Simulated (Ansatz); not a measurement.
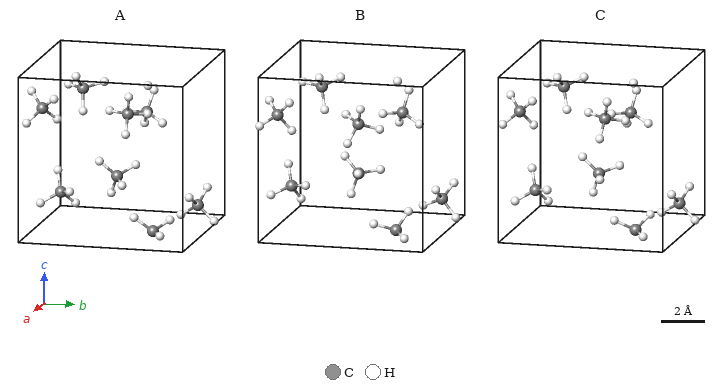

3 geometries from one relaxation of an amorphous cell of composition H4C, in shuffled order. A ball-and-stick model of the cell of the calculation, seen slightly off an axis.

The cell holds 8 CH4. The run prepares the start of a later molecular dynamics calculation, from a guessed geometry.

Theory: DFT PBE-D3(BJ), scalar-relativistic, plane waves, PAW in Ansatz. Settings: plane-wave cutoff 420 eV; k-point mesh 1 × 1 × 1; occupations fermi dirac; smearing width 0.05 eV; no spin polarisation; atoms relaxed in a fixed cell; force threshold 0.3 eV/Å; at most 15 steps.

### Put them in the order of the run, from the start to the converged end.

A, C, B. They are steps 0, 3, 7, at +41.4 meV per atom, +12.8 meV per atom relative to the last. The largest move is that of an H atom, 1.12 Å along [−1 −3 −2]. Largest moves by element: H 1.12 Å, C 0.87 Å. The lattice vectors keep their values. Among the contacts that change: C–H 1.090 → 1.096 Å. Over 7 geometry steps the energy falls by 41.4 meV per atom. The largest force component goes from 0.76 to 0.15 eV/Å. The run took 16 s on 1 thread of AMD EPYC 7R43 64-Core Processor (Zen 3), with other jobs on the host, peak memory 0.51 GiB.

Limits of the set-up: the program's low-accuracy preset was used; the periodic images lie only 8.0 Å apart, so the values are limited by the cell's size.
